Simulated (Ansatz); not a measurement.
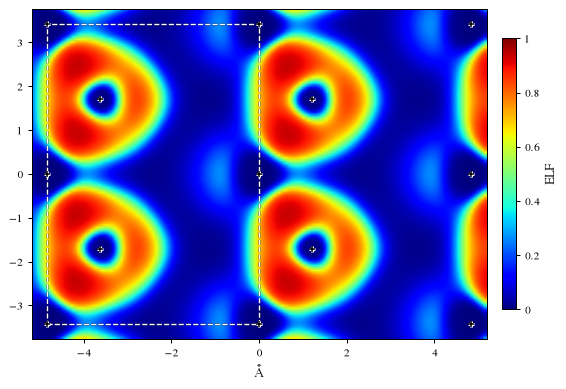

The ELF on a plane through atoms (crosses mark nuclei in the plane).

Theory: DFT PBEsol, scalar-relativistic, plane waves, PAW (Ansatz).

Candidates:
A. BeS, a = 4.84 Å, b = 4.84 Å, c = 4.84 Å, α = 90.00°, β = 90.00°, γ = 90.00°. Space group F-43m.
B. Ti, a = 2.90 Å, b = 2.90 Å, c = 4.59 Å, α = 90.00°, β = 90.00°, γ = 120.00°. Space group P6₃/mmc; computed without spin polarisation.

**Which candidate gave the map?**

Candidate A: BeS on the (101) plane of the conventional cell, which holds Be and S. Be–S (2.09 Å): the ELF peaks at about 0.95 between the atoms (a polar covalent bond).
